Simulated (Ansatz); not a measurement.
# Geometry relaxation of Cd3I (part 2 of 2)

Continued. System: Cd3I (4 atoms in the cell). Method: DFT PBE, scalar-relativistic, plane waves, PAW, no spin polarisation (Ansatz 0.2.0); cutoff 420 eV, 10×10×10 k-mesh, Gaussian smearing of 0.1 eV. The structure was made by swapping elements on the sites of another compound; it need not be a known phase. It belongs to a series of runs on one base structure; here: Cu3Pd type (P4/mmm, No. 123).

Geometry of the input (Å; fractional positions):
```
4.7942  0.0000  0.0000
0.0000  4.7942  0.0000
0.0000  0.0000  4.7449
Cd 0.0000  0.5000  0.5000
Cd 0.5000  0.0000  0.5000
Cd 0.5000  0.5000  0.0000
I  0.0000  0.0000  0.0000
```

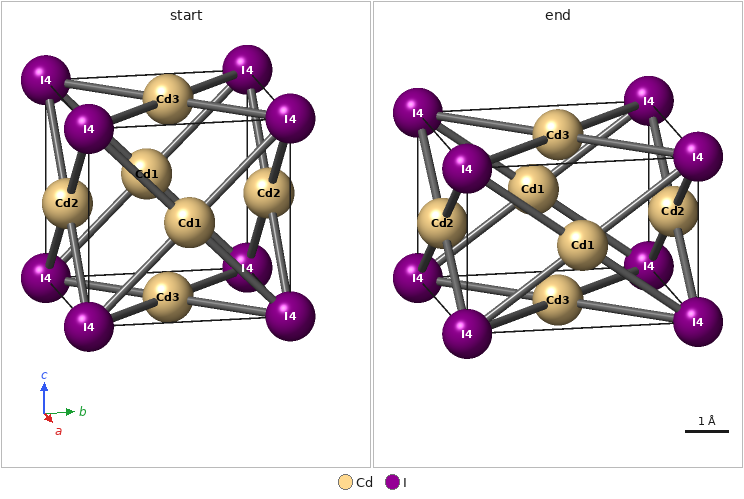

**Figure 1.** Before (left) and after (right) the relaxation, at one scale (ball-and-stick view of the cell of the calculation, seen slightly off an axis). The atoms keep their places relative to the cell (all moves are under 0.005 Å). The drawn cell changes as follows: a = b 4.794 → 5.494 Å (+14.6 %), c 4.745 → 3.964 Å (−16.5 %); the volume changes by +9.7 %. Distances before and after: Cd3–I4 3.390 → 3.885 Å, Cd1–I4 3.373 → 3.387 Å. Among the angles that change: I4–Cd1–I4 89.4° → 71.6°, I4–Cd1–I4 90.6° → 108.4°. The space group stays P4/mmm (No. 123). After 12 geometry steps the energy has fallen by 65.4 meV per atom. All forces vanish by symmetry, so only the cell relaxes. The pressure goes from 2.64 to 0.00 GPa. The basis was re-selected once at an unchanged geometry, which shifts the energy a little without any move. The energy change given includes the shifts at the re-selections in mid-walk, which come without any move. A last SCF at the same geometry on a re-selected plane-wave basis shifts the energy by −0.1 meV per atom. (Atoms are counted from 1 in the order of the input.)

```
basis re-selected at this cell: Δ(F+E_penalty+E_count) = -3.888e-4 eV, ΔP = -0.002 GPa vs the last step (what re-selecting the basis moved, of the pressure what is left beyond the Pulay correction that the steps carried, after the strain that the cell walked since its last selection, with what the two solves' SCF thresholds leave and, on support functions, any second-order correction that the steps lacked; it is no measure of the basis error at this ecutwfc). This SCF's stress stands 5.39e-3 GPa from its target on what of the cell is left free (relax.cell.stress_tol is 5.00e-2 GPa) and its largest allowed force component is 3.82e-28 eV/Å (relax.f_tol is 1.00e-2 eV/Å): within both
SCF converged after 5 iterations
Free energy (F): -32275.954995 eV
Harris-Foulkes:  -32275.954995 eV  (|F-HF|=1.46e-11)
Internal energy: -32275.945997 eV  (E = F + TS)
E sigma→0 (E₀):  -32275.950496 eV
Entropy (-TS):   -0.008998 eV (-2.250 meV/atom)
Fermi energy:    9.573021 eV
--- Per-component energies (eV) ---
  E_band       = -1773.361801
  E_kinetic    = 1703.585700
  E_local      = -11968.983027  (includes V_loc(G=0)·N_el)
  E_nonlocal   = 5.738126
  E_hartree    = 5656.731993
  E_xc         = -656.709508
  E_vxc        = -791.137017  (∫ρ·V_xc dr)
  E_paw        = -17064.650713  (= ΣΔE_a)
  E_vpaw       = -2036.029670  (= ΣTr[D̂ρ^β])
  E_aug_tail   = 0.000030  (compensation charges beyond the density's cutoff)
  E_ewald      = -9951.658599
  E_smearing   = -0.008998  (= −TS)
  E_closure    = 0.000000  (closes the sum)
  Σ components = -32275.954995   (vs F -32275.954995, Δ=0.00e0)
--- Forces (eV/Å), atoms counted from 1 ---
  atom   1  Cd    -0.00000000     0.00000000     0.00000000
  atom   2  Cd    -0.00000000     0.00000000     0.00000000
  atom   3  Cd     0.00000000    -0.00000000    -0.00000000
  atom   4  I      0.00000000     0.00000000     0.00000000
  max |Σ_I F_I| component: 1.35e-27 eV/Å
--- Stress (GPa, compression-positive) ---
       -0.001503      -0.000000       0.000000
       -0.000000      -0.001503       0.000000
        0.000000       0.000000       0.005386
  P = ⅓ Tr σ = 0.0008 GPa (0.008 kbar)
--- Band table (eV; the first three rows and the last of 126) ---
  k-point 0: bands = ["-92.8019", "-92.6826", "-92.6825", "-53.8636", "-53.8636", "-53.8460", "-53.7487", "-53.7487", "-53.7434", "-53.7433", "-53.7334", "-53.7334", "-35.8649", "-35.8637", "-35.8315", "-35.8315", "-35.8224", "-3.6875", "1.0539", "1.0907", "1.0907", "1.1067", "1.1229", "1.3207", "1.4334", "1.4752", "1.4752", "1.5116", "1.5405", "1.5961", "1.6338", "1.7325", "1.7325", "4.6419", "5.7843", "5.7843", "7.6728", "8.1644", "11.0462", "11.0462", "11.1653", "14.1716", "15.1526", "15.4436", "16.1880", "16.1880", "16.9846"]
  k-point 1: bands = ["-92.8019", "-92.6826", "-92.6825", "-53.8635", "-53.8635", "-53.8461", "-53.7487", "-53.7487", "-53.7434", "-53.7434", "-53.7334", "-53.7334", "-35.8649", "-35.8637", "-35.8315", "-35.8315", "-35.8223", "-3.6510", "1.0770", "1.0970", "1.0970", "1.1226", "1.1331", "1.3252", "1.4440", "1.4597", "1.4597", "1.5030", "1.5393", "1.5965", "1.6273", "1.7047", "1.7047", "4.6537", "5.8792", "5.8792", "7.4000", "8.2448", "11.1380", "11.1380", "11.3017", "13.5583", "15.5038", "15.5038", "15.5052", "15.6232", "16.0694"]
  k-point 2: bands = ["-92.8019", "-92.6826", "-92.6825", "-53.8635", "-53.8635", "-53.8462", "-53.7487", "-53.7487", "-53.7435", "-53.7435", "-53.7333", "-53.7333", "-35.8649", "-35.8637", "-35.8316", "-35.8316", "-35.8219", "-3.5514", "1.1168", "1.1168", "1.1406", "1.1626", "1.1651", "1.3286", "1.4196", "1.4196", "1.4721", "1.4778", "1.5352", "1.5974", "1.6092", "1.6311", "1.6311", "4.6548", "6.1419", "6.1419", "6.9218", "8.4891", "11.0870", "11.3678", "11.3678", "13.0147", "14.4220", "14.4220", "14.5523", "15.6871", "16.6476"]
  k-point 125: bands = ["-92.8019", "-92.6825", "-92.6825", "-53.8635", "-53.8635", "-53.8466", "-53.7490", "-53.7484", "-53.7438", "-53.7438", "-53.7337", "-53.7330", "-35.8649", "-35.8637", "-35.8319", "-35.8319", "-35.8208", "-3.2788", "1.0329", "1.0413", "1.0413", "1.1999", "1.3078", "1.3995", "1.3995", "1.4437", "1.4856", "1.5811", "1.5811", "1.6051", "1.6532", "1.6532", "1.7468", "5.0807", "5.8565", "5.8565", "8.0376", "8.0376", "8.2413", "8.6454", "12.2851", "12.2851", "15.1220", "17.1725", "17.3357", "17.3722", "18.0886"]
--- Relaxed structure (13 steps of the walk, 13 accepted, 2 SCFs on fresh bases) ---
  F+E_penalty+E_count = -32275.95499534 eV   max|allowed force component| = 3.816e-28 eV/Å   (the final SCF, on the basis selected at the relaxed cell)
  cell:  # Å, volume = 119.6273 Å³
    - [5.493751388724588, 1.8721812071834914e-34, 0.0]
    - [1.8721812071834914e-34, 5.493751388724588, 0.0]
    - [0.0, 0.0, 3.963621387168883]
  atoms:
    - { symbol: Cd, position: [2.2600577962710636e-35, 0.5, 0.5000000000000001] }
    - { symbol: Cd, position: [0.5, -4.283505256398752e-36, 0.5000000000000001] }
    - { symbol: Cd, position: [0.5, 0.5, 0.0] }
    - { symbol: I, position: [3.1756049415139326e-35, -1.0001384053148541e-35, 0.0] }
```

**Trajectory as extended XYZ (Å, eV, eV/Å), 15 frames, from step=1 to step=15**
```
4
Lattice="4.7942 0.0000 0.0000 0.0000 4.7942 0.0000 0.0000 0.0000 4.7449" Properties=species:S:1:pos:R:3:forces:R:3 step=1 energy=-32275.69299 pressure_GPa=2.64
Cd    0.0000    2.3971    2.3725    0.0000   0.0000   0.0000
Cd    2.3971    0.0000    2.3725    0.0000   0.0000   0.0000
Cd    2.3971    2.3971    0.0000    0.0000   0.0000   0.0000
I     0.0000    0.0000    0.0000    0.0000   0.0000   0.0000
4
Lattice="4.9091 0.0000 0.0000 0.0000 4.9091 0.0000 0.0000 0.0000 4.8394" Properties=species:S:1:pos:R:3:forces:R:3 step=2 energy=-32275.76714 pressure_GPa=0.70
Cd    0.0000    2.4545    2.4197    0.0000   0.0000   0.0000
Cd    2.4545    0.0000    2.4197    0.0000   0.0000   0.0000
Cd    2.4545    2.4545    0.0000    0.0000   0.0000   0.0000
I     0.0000    0.0000    0.0000    0.0000   0.0000   0.0000
4
Lattice="4.9671 0.0000 0.0000 0.0000 4.9671 0.0000 0.0000 0.0000 4.8511" Properties=species:S:1:pos:R:3:forces:R:3 step=3 energy=-32275.77607 pressure_GPa=0.11
Cd    0.0000    2.4835    2.4255    0.0000   0.0000   0.0000
Cd    2.4835    0.0000    2.4255    0.0000   0.0000   0.0000
Cd    2.4835    2.4835    0.0000    0.0000   0.0000   0.0000
I     0.0000    0.0000    0.0000    0.0000   0.0000   0.0000
4
Lattice="5.0308 0.0000 0.0000 0.0000 5.0308 0.0000 0.0000 0.0000 4.8095" Properties=species:S:1:pos:R:3:forces:R:3 step=4 energy=-32275.78418 pressure_GPa=-0.24
Cd    0.0000    2.5154    2.4047    0.0000   0.0000   0.0000
Cd    2.5154    0.0000    2.4047    0.0000   0.0000   0.0000
Cd    2.5154    2.5154    0.0000    0.0000   0.0000   0.0000
I     0.0000    0.0000    0.0000    0.0000   0.0000   0.0000
4
Lattice="5.0963 0.0000 0.0000 0.0000 5.0963 0.0000 0.0000 0.0000 4.7293" Properties=species:S:1:pos:R:3:forces:R:3 step=5 energy=-32275.80383 pressure_GPa=-0.43
Cd    0.0000    2.5481    2.3647    0.0000   0.0000   0.0000
Cd    2.5481    0.0000    2.3647    0.0000   0.0000   0.0000
Cd    2.5481    2.5481    0.0000    0.0000   0.0000   0.0000
I     0.0000    0.0000    0.0000    0.0000   0.0000   0.0000
4
Lattice="5.2185 0.0000 0.0000 0.0000 5.2185 0.0000 0.0000 0.0000 4.5007" Properties=species:S:1:pos:R:3:forces:R:3 step=6 energy=-32275.86657 pressure_GPa=-0.45
Cd    0.0000    2.6092    2.2503    0.0000   0.0000   0.0000
Cd    2.6092    0.0000    2.2503    0.0000   0.0000   0.0000
Cd    2.6092    2.6092    0.0000    0.0000   0.0000   0.0000
I     0.0000    0.0000    0.0000    0.0000   0.0000   0.0000
4
Lattice="5.2940 0.0000 0.0000 0.0000 5.2940 0.0000 0.0000 0.0000 4.2746" Properties=species:S:1:pos:R:3:forces:R:3 step=7 energy=-32275.91146 pressure_GPa=-0.05
Cd    0.0000    2.6470    2.1373    0.0000   0.0000   0.0000
Cd    2.6470    0.0000    2.1373    0.0000   0.0000   0.0000
Cd    2.6470    2.6470    0.0000    0.0000   0.0000   0.0000
I     0.0000    0.0000    0.0000    0.0000   0.0000   0.0000
4
Lattice="5.4173 0.0000 0.0000 0.0000 5.4173 0.0000 0.0000 0.0000 4.0439" Properties=species:S:1:pos:R:3:forces:R:3 step=8 energy=-32275.93223 pressure_GPa=-0.11
Cd    0.0000    2.7087    2.0220    0.0000   0.0000   0.0000
Cd    2.7087    0.0000    2.0220    0.0000   0.0000   0.0000
Cd    2.7087    2.7087    0.0000    0.0000   0.0000   0.0000
I     0.0000    0.0000    0.0000    0.0000   0.0000   0.0000
4
Lattice="5.4143 0.0000 0.0000 0.0000 5.4143 0.0000 0.0000 0.0000 4.0092" Properties=species:S:1:pos:R:3:forces:R:3 step=9 energy=-32275.93260 pressure_GPa=0.11
Cd    0.0000    2.7072    2.0046    0.0000   0.0000   0.0000
Cd    2.7072    0.0000    2.0046    0.0000   0.0000   0.0000
Cd    2.7072    2.7072    0.0000    0.0000   0.0000   0.0000
I     0.0000    0.0000    0.0000    0.0000   0.0000   0.0000
4
Lattice="5.4175 0.0000 0.0000 0.0000 5.4175 0.0000 0.0000 0.0000 4.0218" Properties=species:S:1:pos:R:3:forces:R:3 step=10 energy=-32275.93266 pressure_GPa=0.00
Cd    0.0000    2.7088    2.0109    0.0000   0.0000   0.0000
Cd    2.7088    0.0000    2.0109    0.0000   0.0000   0.0000
Cd    2.7088    2.7088    0.0000    0.0000   0.0000   0.0000
I     0.0000    0.0000    0.0000    0.0000   0.0000   0.0000
4
Lattice="5.4175 0.0000 0.0000 0.0000 5.4175 0.0000 0.0000 0.0000 4.0218" Properties=species:S:1:pos:R:3:forces:R:3 step=11 energy=-32275.94944 pressure_GPa=0.35
Cd    0.0000    2.7088    2.0109    0.0000   0.0000   0.0000
Cd    2.7088    0.0000    2.0109    0.0000   0.0000   0.0000
Cd    2.7088    2.7088    0.0000    0.0000   0.0000   0.0000
I     0.0000    0.0000    0.0000    0.0000   0.0000   0.0000
4
Lattice="5.5113 0.0000 0.0000 0.0000 5.5113 0.0000 0.0000 0.0000 3.9167" Properties=species:S:1:pos:R:3:forces:R:3 step=12 energy=-32275.95338 pressure_GPa=0.10
Cd    0.0000    2.7556    1.9583    0.0000   0.0000   0.0000
Cd    2.7556    0.0000    1.9583    0.0000   0.0000   0.0000
Cd    2.7556    2.7556    0.0000    0.0000   0.0000   0.0000
I     0.0000    0.0000    0.0000    0.0000   0.0000   0.0000
4
Lattice="5.4946 0.0000 0.0000 0.0000 5.4946 0.0000 0.0000 0.0000 3.9556" Properties=species:S:1:pos:R:3:forces:R:3 step=13 energy=-32275.95461 pressure_GPa=0.04
Cd    0.0000    2.7473    1.9778    0.0000   0.0000   0.0000
Cd    2.7473    0.0000    1.9778    0.0000   0.0000   0.0000
Cd    2.7473    2.7473    0.0000    0.0000   0.0000   0.0000
I     0.0000    0.0000    0.0000    0.0000   0.0000   0.0000
4
Lattice="5.4938 0.0000 0.0000 0.0000 5.4938 0.0000 0.0000 0.0000 3.9636" Properties=species:S:1:pos:R:3:forces:R:3 step=14 energy=-32275.95461 pressure_GPa=0.00
Cd    0.0000    2.7469    1.9818    0.0000   0.0000   0.0000
Cd    2.7469    0.0000    1.9818    0.0000   0.0000   0.0000
Cd    2.7469    2.7469    0.0000    0.0000   0.0000   0.0000
I     0.0000    0.0000    0.0000    0.0000   0.0000   0.0000
4
Lattice="5.4938 0.0000 0.0000 0.0000 5.4938 0.0000 0.0000 0.0000 3.9636" Properties=species:S:1:pos:R:3:forces:R:3 step=15 energy=-32275.95500 pressure_GPa=0.00
Cd    0.0000    2.7469    1.9818    0.0000   0.0000   0.0000
Cd    2.7469    0.0000    1.9818    0.0000   0.0000   0.0000
Cd    2.7469    2.7469    0.0000    0.0000   0.0000   0.0000
I     0.0000    0.0000    0.0000    0.0000   0.0000   0.0000
```

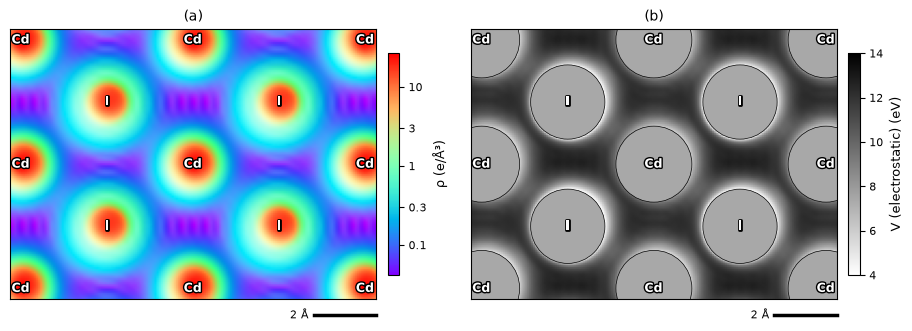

**Figure 2.** (a) valence charge density (pseudo); (b) electrostatic potential (local pseudopotential plus Hartree) felt by an electron on the (100) plane of the conventional cell. Grey discs, where drawn, cover atomic cores. Atoms in the plane: Cd and I. Cd–I (3.39 Å): the density is about 0.13 e/Å³ at the midpoint. Away from the nuclei the density in this plane falls to 0.04 e/Å³ at its lowest. Outside the cores the potential energy rises away from the atoms and is highest about 2.0 Å from the nearest atoms; outside the discs it spans about 9 eV, and its zero is arbitrary. The fields are those of the smooth PAW valence density.

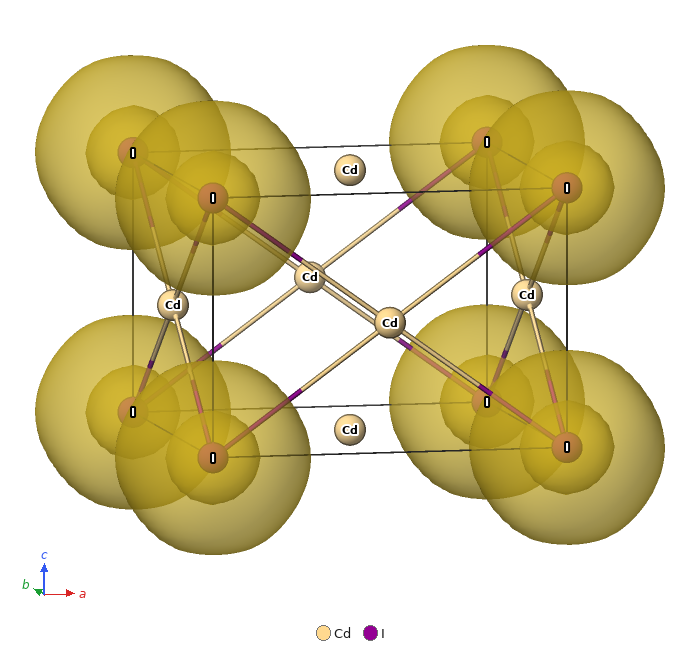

**Figure 3.** Isosurface of the ELF at 0.55 (yellow), seen slightly off an axis. Core shells and regions of very low density are left out. Sticks mark near contacts. The outline is the cell set on symmetry axes. Along the contacts the grid gives the following. Cd–I (3.39 Å): the ELF peaks at about 0.70 in the valence shell of I, 1.2 Å from its nucleus, and drops to about 0.15 between the two atoms (a polar contact without a shared pair, in a metal).

**Summary**

- outcome: converged
- space group (tolerance 0.01 Å): P4/mmm (123)
- electrons treated: 77
- free energy: −32275.9550 eV
- Fermi energy: 9.573 eV
- gap on the k-point mesh: none (metallic)
- pressure: 0.00 GPa
- final volume: 119.63 Å³
- largest force (length of the vector) at the end: under 0.001 eV/Å
- final cell: a = 5.494 Å, b = 5.494 Å, c = 3.964 Å, α = 90.00°, β = 90.00°, γ = 90.00°
- wall time: 7.8 min
- peak memory: 0.76 GiB

**Notes**

The cell holds an odd number of electrons but the run has no spin polarisation, so it comes out as a metal.
